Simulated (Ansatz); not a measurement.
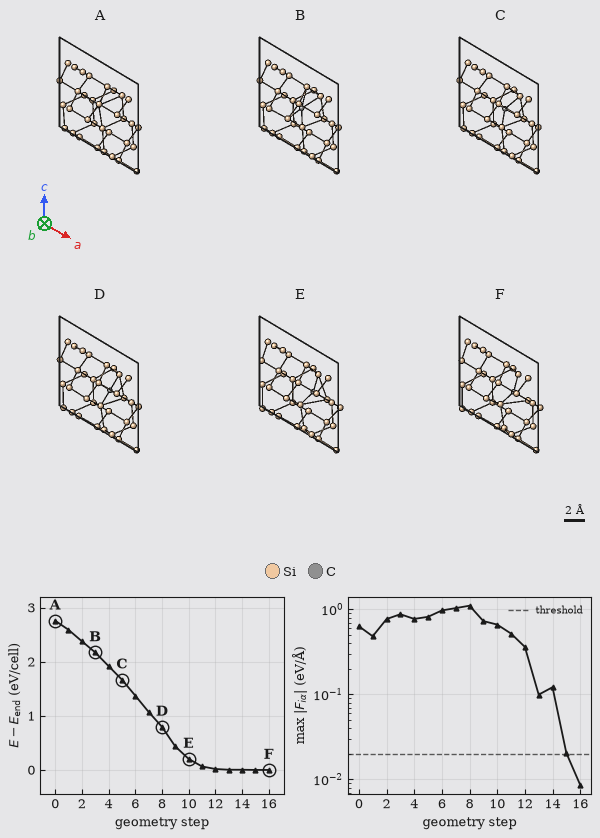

Frames of a relaxation of a defect cell of composition Si₃₂C, marked on the history of the run. The picture is a ball-and-stick view of the cell of the calculation (origin shifted), seen along the b axis.

Case: C interstitial, charge +0, atoms relaxed.

Level of theory: DFT PBE, scalar-relativistic, plane waves, PAW (Ansatz). Set-up: plane-wave cutoff 420 eV; k-point mesh 2 × 2 × 2; occupations gaussian; smearing width 0.02 eV; mesh shifted by (0.5, 0.5, 0.5); no spin polarisation; atoms relaxed in a fixed cell; force threshold 0.02 eV/Å; at most 60 steps.

**What happens along the run?**

Over 16 geometry steps the energy falls by 2.759 eV per cell of the calculation. Largest force component: 0.63 eV/Å at the start, 0.0086 eV/Å at the end. The largest move is that of the C atom, 1.68 Å along +a. Largest moves by element: C 1.68 Å, Si 0.53 Å. The cell stays as it was. Among the contacts that change: C–Si 2.614 → 4.134 Å, C–Si 2.873 → 1.748 Å, C–Si 2.452 → 3.468 Å, C–Si 2.519 → 3.347 Å. New bonds form: C–Si (2.87 → 1.75 Å). Among the angles between lasting bonds that change: Si–Si–C 174.0° → 123.4°, Si–Si–C 64.3° → 105.9°, Si–Si–C 72.8° → 101.3°. From step 0 to 3: the C atom moves most (0.47 Å), energy −0.586 eV per cell of the calculation. From step 3 to 5: the C atom moves most (0.39 Å), energy −0.503 eV per cell of the calculation. From step 5 to 8: the C atom moves most (0.58 Å), energy −0.872 eV per cell of the calculation. From step 8 to 10: the C atom moves most (0.39 Å), energy −0.593 eV per cell of the calculation. From step 10 to 16: the C atom moves most (0.45 Å), energy −0.205 eV per cell of the calculation.

| step | E − E(0), meV/atom | largest force component, eV/Å |
| --- | --- | --- |
| 0 | 0.00 | 0.6342 |
| 1 | -5.12 | 0.4832 |
| 2 | -11.50 | 0.7694 |
| 3 | -17.76 | 0.8779 |
| 4 | -25.42 | 0.7729 |
| 5 | -32.99 | 0.8178 |
| 6 | -41.93 | 0.9724 |
| 7 | -51.06 | 1.0358 |
| 8 | -59.43 | 1.1054 |
| 9 | -70.41 | 0.7287 |
| 10 | -77.38 | 0.6631 |
| 11 | -81.63 | 0.5198 |
| 12 | -83.07 | 0.3625 |
| 13 | -83.48 | 0.0994 |
| 14 | -83.49 | 0.1216 |
| 15 | -83.60 | 0.0205 |
| 16 | -83.60 | 0.0086 |
